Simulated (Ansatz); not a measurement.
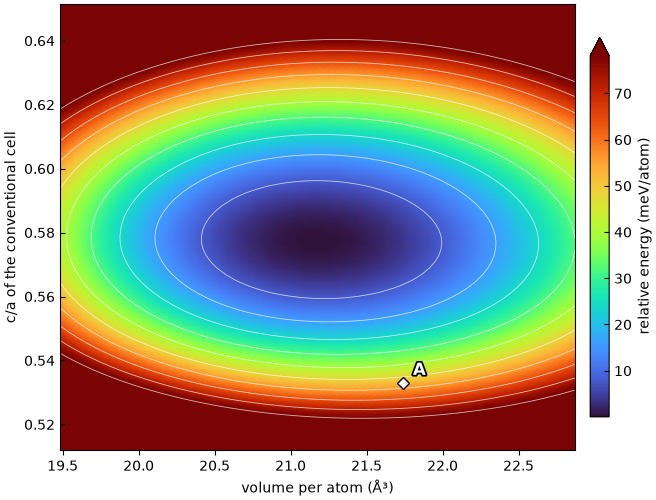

Si (I4/mmm, No. 139; 4 atoms in the cell). 
- The energy is mapped over volume and the cell's shape.
- First axis: volume per atom. Second axis: c/a of the conventional cell.
- Nothing is relaxed (fractional coordinates fixed).
- The grid has 7 × 7 points.
- Points are written as (first, second).
- Energies: meV/atom, counted from the lowest grid point.
- The band gap closes in part of the range.
- Computed with DFT PBEsol, scalar-relativistic, plane waves, PAW in Ansatz. Settings: cutoff 420 eV, k-mesh 12×12×12, gaussian smearing 0.03 eV, no spin polarisation.

Drawn: a smooth colour map with a few white contour lines, one colour for all values above the top of the scale, the point A. Between grid points the surface is interpolated.

### Which way does the force act at A, and how strong is it?

A, at (21.74 Å³, 0.533), is not a stationary point. The computed force is 8.7 meV/atom for each Å³ towards smaller values of volume per atom and 2300 meV/atom for each unit towards larger values of c/a of the conventional cell.

PAW datasets: the set soft_1.
